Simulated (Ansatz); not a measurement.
Cell and atoms:

```cif
data_structure
_symmetry_space_group_name_H-M 'P 1'
_symmetry_Int_Tables_number 1
_cell_length_a 2.9872
_cell_length_b 2.9872
_cell_length_c 4.3466
_cell_angle_alpha 90.000
_cell_angle_beta 90.000
_cell_angle_gamma 90.000
_cell_volume 38.79
loop_
_atom_site_label
_atom_site_type_symbol
_atom_site_fract_x
_atom_site_fract_y
_atom_site_fract_z
_atom_site_occupancy
Al1 Al 0.50000 0.50000 0.02458 1
N1 N 0.50000 0.50000 0.47542 1
Al2 Al 0.00000 0.00000 0.52458 1
N2 N 0.00000 0.00000 0.97542 1
```

**What would you see if this were drawn?**

Its composition is AlN. It is body-centred tetragonal, space group I4mm (No. 107). Atoms per cell: 4 (2 Al, 2 N). Al is coordinated by six N in a distorted octahedral arrangement at 1.96 to 2.39 Å. N is coordinated by six Al in a distorted octahedral arrangement at 1.96 to 2.39 Å. The bonds build a three-dimensional framework.

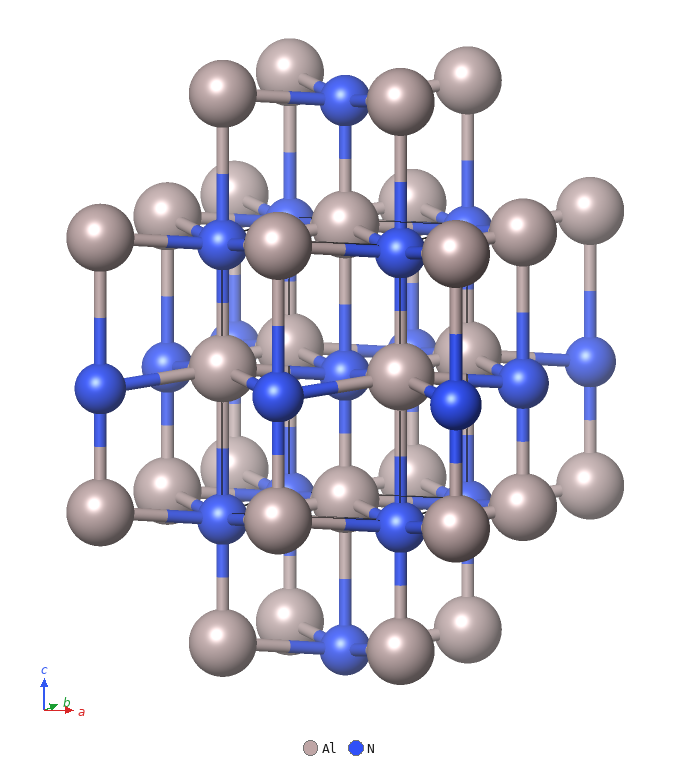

Ball-and-stick representation of a periodic structure, projected slightly off an axis. One conventional unit cell is outlined, and atoms on its boundary appear in each equivalent place. Periodic images bonded to atoms of the box are shown as well.

The initial geometry was a structure listed in the Materials Project. The cell was then strained or its atoms displaced on purpose. It was run through Ansatz as a DFT input.

At this level of theory the cell isn't at rest (stretched, at -22 GPa), so its distances can differ from those at equilibrium, the more so the softer the solid.
